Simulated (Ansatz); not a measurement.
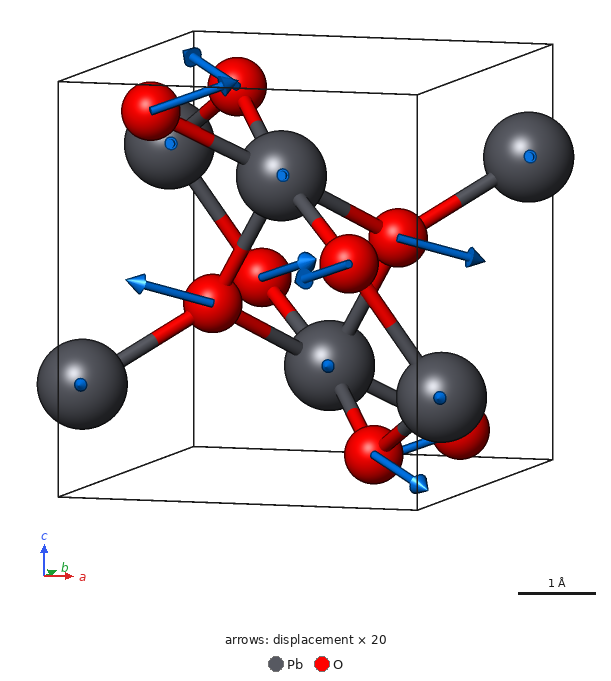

A relaxation of crystalline PbO2 (built on the database_60 type) (coarse preliminary run). The starting structure is drawn; blue arrows show the displacements (the part carried along by the change of the cell is left out), magnified 20 times.

Style: ball-and-stick. Shown: the cell of the calculation, slightly off an axis.

Case: structure reported for this formula (Pbcn, No. 60).

Method: DFT PBE, scalar-relativistic, plane waves, PAW (Ansatz 0.2.0).

Input file:
```yaml
crystal:
  lattice:
    - [4.947, 0.0, 0.0]
    - [0.0, 5.951, 0.0]
    - [0.0, 0.0, 5.497]
  atoms:
    - { symbol: Pb, position: [0.0, 0.178, 0.25] }
    - { symbol: Pb, position: [0.5, 0.322, 0.75] }
    - { symbol: Pb, position: [0.0, 0.822, 0.75] }
    - { symbol: Pb, position: [0.5, 0.678, 0.25] }
    - { symbol: O, position: [0.276, 0.41, 0.425] }
    - { symbol: O, position: [0.224, 0.09, 0.925] }
    - { symbol: O, position: [0.776, 0.09, 0.575] }
    - { symbol: O, position: [0.724, 0.41, 0.075] }
    - { symbol: O, position: [0.724, 0.59, 0.575] }
    - { symbol: O, position: [0.776, 0.91, 0.075] }
    - { symbol: O, position: [0.224, 0.91, 0.425] }
    - { symbol: O, position: [0.276, 0.59, 0.925] }
basis:
  ecutwfc: 420
kpoints:
  mp_grid: { grid: [4, 4, 4] }
hamiltonian:
  xc: pbe
scf:
  occupations: { method: gaussian, width: 0.1 }
  lower_state_search: "off"
output:
  forces: true
  stress: true
  eigenvalues: true
relax:
  adjacent_minimum: "off"
  f_tol: 0.04
  max_steps: 70
  cell: { stress_tol: 0.4 }
```

Launched with:
```bash
ansatz run input.yaml --threads 1 --pin off --max-ram 2560MiB --backend cpu --events-out ev --progress --plain --runs-dir out
```

Question: Atoms of which element are displaced furthest, and by how much?

Answer: Oxygen: up to 0.064 Å, against 0.009 Å for lead.

Question: What did the optimiser do to the structure, and how much energy did it gain?

Answer: The largest moves relative to the cell, 0.064 Å, are those of 8 atoms (O5, O6, O7, O8 and others). O10 goes along [−3 −2 −1]. By element the largest moves are O 0.064 Å, Pb 0.009 Å. The volume changes by +6.5 %, with a 4.947 → 5.104 Å (+3.2 %), b 5.951 → 6.061 Å (+1.8 %), c 5.497 → 5.572 Å (+1.4 %). Near-neighbour distances that change, for instance: Pb1–O10 2.167 → 2.267 Å, Pb1–O6 2.167 → 2.208 Å, Pb1–O5 2.167 → 2.176 Å. Bond angles that change, for instance: O6–Pb3–O10 73.6° → 76.5°, Pb1–O6–Pb3 106.4° → 103.5°, O10–Pb3–O11 152.0° → 154.4°. The space group stays Pbcn (No. 60). The energy falls by 0.525 eV per cell of the calculation in 5 accepted moves (7 points after the start). The largest force component goes from 0.89 to 0.0021 eV/Å. The pressure goes from 10.00 to 0.06 GPa. The SCF was repeated twice at an unchanged geometry on a basis and grid sized afresh for the cell, which shifted the energy by 49.8 meV per cell of the calculation at most. Cost: 2.3 min on 1 thread of Intel(R) Xeon(R) Platinum 8375C CPU @ 2.90GHz (Ice Lake) (shared host), peak memory 0.61 GiB.
